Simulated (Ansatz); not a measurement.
## Single-point calculation of Mo

- system: Mo (P6/mmm, 1 atom in the cell)
- method: DFT r2SCAN, scalar-relativistic, plane waves, PAW, no spin polarisation (Ansatz 0.2.0)

The structure derives from a Materials Project entry. It belongs to a series of runs on one base structure; here: strain +0.015 along x and y, -0.015 along z, atoms carried along.

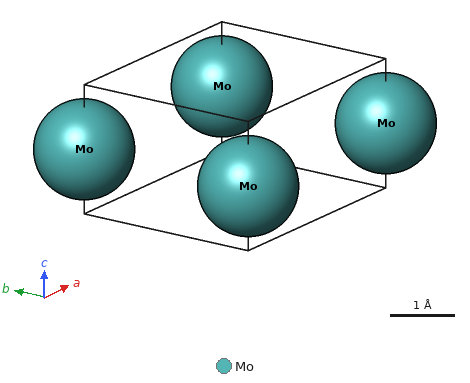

Figure 1. The input geometry (spheres-only view of the cell of the calculation, seen at an oblique angle). An atom can appear more than once, as a periodic image.

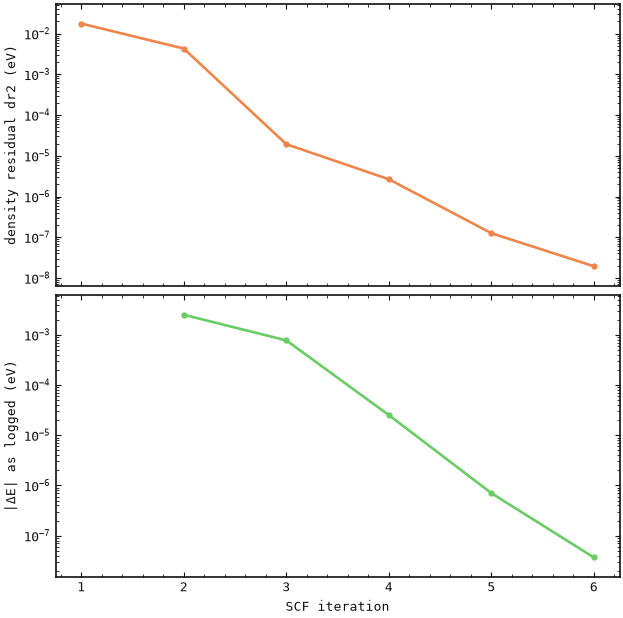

Figure 2. Convergence of the self-consistent field: density residual dr2 and size of the energy change against the SCF iteration. The residual falls at every step.

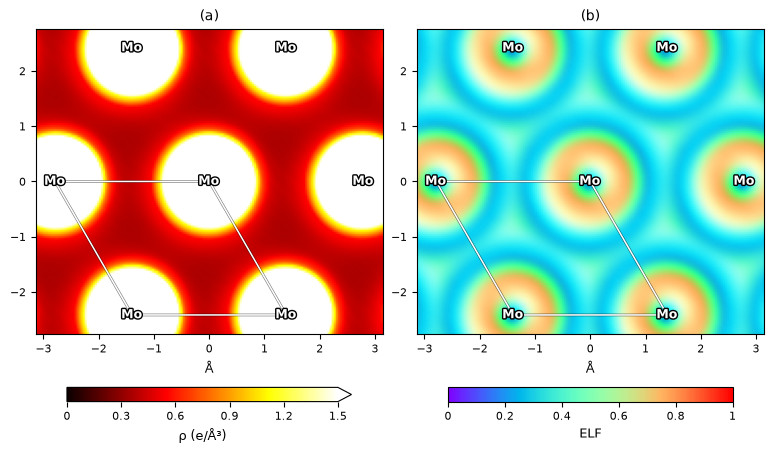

Figure 3. (a) valence pseudo-density; (b) electron localisation function on the (001) plane of the conventional cell. Atoms in the plane: Mo. Mo–Mo (2.79 Å): ρ is about 0.34 e/Å³ halfway; the ELF is about 0.30 at the midpoint (no localised pair between them). Away from the nuclei the density in this plane falls to 0.29 e/Å³ at its lowest. The strong features right at Mo lie inside the PAW spheres (semicore, d or f shells) and say nothing about bonding. Core electrons are frozen (PAW), so the fields are smoothed inside the atomic spheres.

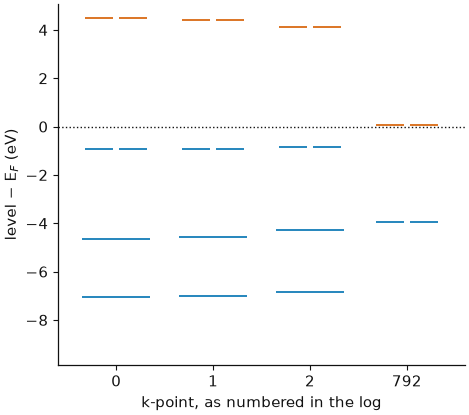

Figure 4. Kohn–Sham levels near the Fermi level (dotted) at the few k-points that the log prints; levels within 0.02 eV of each other stand side by side. The system is metallic on the full mesh.

These pictures come from the run below.

The input
```yaml
crystal:
  lattice:
    - [2.7900502024, 0.0, 0.0]
    - [-1.3950251012, 2.4162543531, 0.0]
    - [0.0, 0.0, 2.4958920287]
  atoms:
    - { symbol: Mo, position: [0.0, 0.0, 0.5] }
basis:
  ecutwfc: 500
kpoints:
  mp_grid: { grid: [24, 24, 24] }
hamiltonian:
  xc: r2scan
scf:
  occupations: { method: gaussian, width: 0.15 }
output:
  forces: true
  stress: true
  eigenvalues: true
  write_density: true
  write_potential: true
  elf: true
  volumetric_format: npy
```

Run as:
```bash
ansatz run input.yaml --threads 2 --pin off --max-ram 5120MiB --backend cpu --events-out ev --progress --plain --runs-dir out
```

The program's output
```
Engine: ansatz 0.2.0, x86_64-unknown-linux-gnu
Pseudopotentials: kind: paw
Pseudopotential: Mo, paw, valence charge 14, recommended cutoff 500 eV (meta_gga), Mo.paw.azcp
Functional definition: r2SCAN
  parameter k0 = 0.174
  parameter k1 = 0.065
  parameter a1 = 4.9479
  exchange = r2scan_x(k0 = k0, k1 = k1, a1 = a1)
  correlation = r2scan_c
Crystal: 1 atoms, lattice volume = 16.826 Å³
Basis set: ecut = 500 eV, 417 PW (Γ), exchange–correlation on 96×96×80 points (64 copies of the dense FFT grid, shifted against one another)
Bands: 11, of which v1, the nominal top of the filled ones, is band 7 counted from 1 (6 counted from 0)
Symmetry: 24 space group operations
Space group: P6/mmm (ITA 191), of the structure as read, at distance tolerance 2.6e-5 Å
k-points: 793 of 13824
Non-local potential: Mo, projectors of the file, l = 0: 3, l = 1: 2, l = 2: 2, l = 3: 1
PAW form: soft (Blöchl's): semilocal exchange-correlation on the pseudo side does not see the compensation charge
PAW frozen core: Mo, regenerated for the run's functional (the file was generated under x = pbe(κ = 0.804, μ = 0.2195149727645171), c = pbe(β = 0.06672455060314922))
PAW one-centre angular grid: Mo, 590 points (default); XC on 160 Gauss nodes
Initial density: superposition of atomic densities (neutral atoms: chi_scale 0, normalization atom), corrected by the library's trained network
Initial wavefunctions: pseudopotential atomic-orbital guess
Functional: x = r2scan, c = r2scan; τ floored in thin density (d = 2e-4 eV/Å³)
SCF iter   1: F=—  HF=-4966.663555 eV  |F-HF|=—  |Δ(HF+E_count)|=         —  Δρ=1.24e-2  dr2=1.77e-2  dr2_τ=1.39e-2  ethr=1.77e-3  ⟨swp⟩=5.0  Hψ=53247  notcnv=0
preconditioner: auto → none  [metal: Δε(μ)=0.007 eV  Ē_g=7.966 eV  σ=0.150 eV  W_gap=0.03  n_scr=8 (ndim 8)  ℏωp=22.2 eV  f_vac=0.000  D(μ)=0.94/eV (n_scr^D=8)  sad-step TF]
SCF iter   2: F=—  HF=-4966.661058 eV  |F-HF|=—  |Δ(HF+E_count)|=   2.50e-3  Δρ=6.23e-3  dr2=4.31e-3  dr2_τ=1.77e-4  ethr=1.27e-4  ⟨swp⟩=1.2  Hψ=15609  notcnv=0
SCF iter   3: F=—  HF=-4966.660284 eV  |F-HF|=—  |Δ(HF+E_count)|=   7.74e-4  Δρ=5.10e-4  dr2=1.93e-5  dr2_τ=1.86e-6  ethr=3.08e-5  ⟨swp⟩=2.9  Hψ=14075  notcnv=0
SCF iter   4: F=—  HF=-4966.660309 eV  |F-HF|=—  |Δ(HF+E_count)|=   2.52e-5  Δρ=1.37e-4  dr2=2.66e-6  dr2_τ=7.93e-7  ethr=1.38e-7  ⟨swp⟩=2.2  Hψ=14261  notcnv=0
SCF iter   5: F=—  HF=-4966.660308 eV  |F-HF|=—  |Δ(HF+E_count)|=   7.03e-7  Δρ=3.61e-5  dr2=1.26e-7  dr2_τ=1.43e-8  ethr=1.90e-8  ⟨swp⟩=2.1  Hψ=12712  notcnv=0
SCF iter   6: F=-4966.660308 eV  HF=-4966.660308 eV  |F-HF|=2.08e-8  |Δ(HF+E_count)|=   3.68e-8  Δρ=1.86e-5  dr2=1.94e-8  dr2_τ=3.07e-9  ethr=7.14e-10  ⟨swp⟩=7.9  Hψ=52988  notcnv=0
SCF 1 converged in 6 iterations: F = -4966.660308 eV  dr2 = 1.94e-8
  greatest PAW one-centre occupation: 0.997 electrons in one spin orbital (limit 2), on the Mo atom at site 0 (counted from 0), in its partial waves of l = 0
SCF converged after 6 iterations
Free energy (F): -4966.660308 eV
Harris-Foulkes:  -4966.660308 eV  (|F-HF|=2.08e-8)
Internal energy: -4966.649813 eV  (E = F + TS)
E sigma→0 (E₀):  -4966.655061 eV
Entropy (-TS):   -0.010496 eV (-10.496 meV/atom)
Fermi energy:    19.162221 eV
--- Per-component energies (eV) ---
  E_band       = -89.583459
  E_kinetic    = 440.406332
  E_local      = -871.002355  (includes V_loc(G=0)·N_el)
  E_nonlocal   = 144.211186
  E_hartree    = 290.301833
  E_xc         = -177.808896
  E_vxc        = -255.431790  (∫ρ·V_xc dr)
  E_paw        = -3217.846242  (= ΣΔE_a)
  E_vpaw       = -145.435009  (= ΣTr[D̂ρ^β])
  E_aug_tail   = 0.000003  (compensation charges beyond the density's cutoff)
  E_vtau       = 17.065662  (kinetic-family band-sum trace: ∫τ·v_τ [+ j·A + Jᵃ·Aᵃ] dr)
  E_ewald      = -1574.690470
  E_core_change = -0.221204  (= ΣΔE_core)
  E_smearing   = -0.010496  (= −TS)
  E_closure    = -0.000000  (closes the sum)
  Σ components = -4966.660308   (vs F -4966.660308, Δ=0.00e0)
--- Forces (eV/Å), atoms counted from 1 ---
  atom   1  Mo     0.00000000     0.00000000     0.00000000
  max |Σ_I F_I| component: 3.29e-32 eV/Å
--- Stress (GPa, compression-positive) ---
       -5.470673      -0.000000       0.000000
       -0.000000      -5.470673       0.000000
        0.000000       0.000000       0.893271
  P = ⅓ Tr σ = -3.3494 GPa (-33.494 kbar)
--- Band table (eV; the first three rows and the last of 793) ---
  k-point 0: bands = ["-43.8255", "-16.4193", "-16.4193", "-16.0634", "12.1129", "14.5315", "18.2379", "18.2379", "23.6467", "23.6467", "32.2933"]
  k-point 1: bands = ["-43.8201", "-16.4157", "-16.4157", "-16.1041", "12.1711", "14.6149", "18.2534", "18.2534", "23.5522", "23.5522", "32.3319"]
  k-point 2: bands = ["-43.8040", "-16.4053", "-16.4053", "-16.2226", "12.3375", "14.8661", "18.2991", "18.2991", "23.2843", "23.2843", "32.4473"]
  k-point 792: bands = ["-43.2865", "-17.9595", "-17.0073", "-17.0073", "15.2182", "15.2182", "19.2266", "19.2266", "24.6807", "30.8062", "34.1278"]
```

Key numbers

| quantity | value |
| --- | --- |
| outcome | converged |
| space group (tolerance 0.01 Å) | P6/mmm (191) |
| electrons treated | 14 |
| free energy | −4966.6603 eV |
| Fermi energy | 19.162 eV |
| gap on the k-point mesh | none (metallic) |
| pressure | −3.35 GPa |
| largest force (length of the vector) | under 0.001 eV/Å |
| hardware | 2 threads of Intel Xeon (Granite Rapids), 192 GiB of memory available, shared host |
| wall time | 5.5 s (CPU time 11 s) |
| peak memory | 0.54 GiB |
